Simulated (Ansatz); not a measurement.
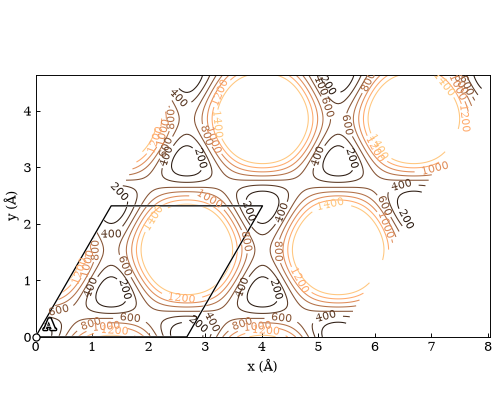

Rh (P6_3/mmc, No. 194; 8 atoms in the cell). Gamma surface: rigid slide across a plane, one fault a cell; the plane is (0 0 1) of the conventional cell. Places are given modulo a cell vector. The map is drawn in real space over the plane of the slide. Nothing is relaxed (rigid halves, spacing across the cut fixed). Grid: 9 × 9 points; 19 points were computed and 62 follow by symmetry. Energies are in mJ/m², from the lowest grid point. The calculation used DFT PBEsol, scalar-relativistic, plane waves, PAW in Ansatz. Settings: cutoff 420 eV, k-mesh 16×16×3 in the order of the run's cell vectors, gaussian smearing 0.15 eV, no spin polarisation.

In the figure: contour lines labelled in mJ/m² (none above 1400), the outline of one cell of the 2 × 2 shown, the point A. Between grid points the surface is interpolated.

Question: What is the easiest way out of the well at A, and how high is the barrier?

Answer: The easiest path leads from the well at (0/9, 0/9) of the cell vectors to the well at (3/9, 3/9) of the cell vectors, about 25 mJ/m² higher. Its highest point lies about 530 mJ/m² above the bottom of the first well on the interpolated surface, at about (0.17, 0.17) of the cell vectors. The start is the relaxed structure and all else is held, so a fully relaxed path at this level can only be lower.

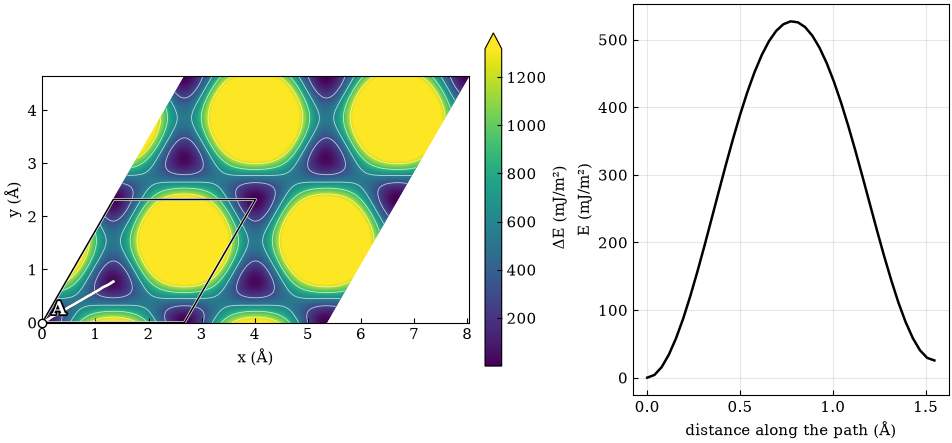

Drawn: a smooth colour map with a few white contour lines, a line along the lowest path, the outline of one cell of the 2 × 2 shown, one colour for all values above the top of the scale, the energy along the path at the right. Between grid points the surface is interpolated.

PAW datasets: the set soft_1.
